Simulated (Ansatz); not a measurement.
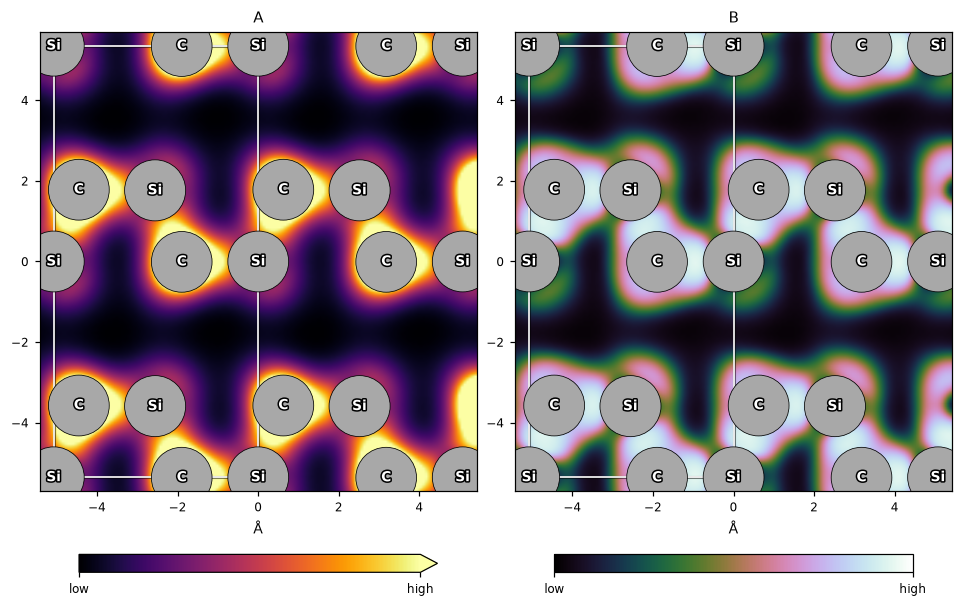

Si$_{8}$C$_{7}$ (cell with a defect): 2 fields on the (011) plane of the calculation cell, with unlabelled colour scales. Grey discs cover the atomic cores.

These are results of DFT PBE, scalar-relativistic, plane waves, PAW (Ansatz), not measurements.

Which field does each panel show? The fields are: electron localisation function and valence pseudo-density.

Panel A: valence pseudo-density. Panel B: electron localisation function. From the grid: Si–C (1.89 Å): the density is about 0.89 e/Å³ at the midpoint; the ELF peaks at about 0.95 between the atoms.
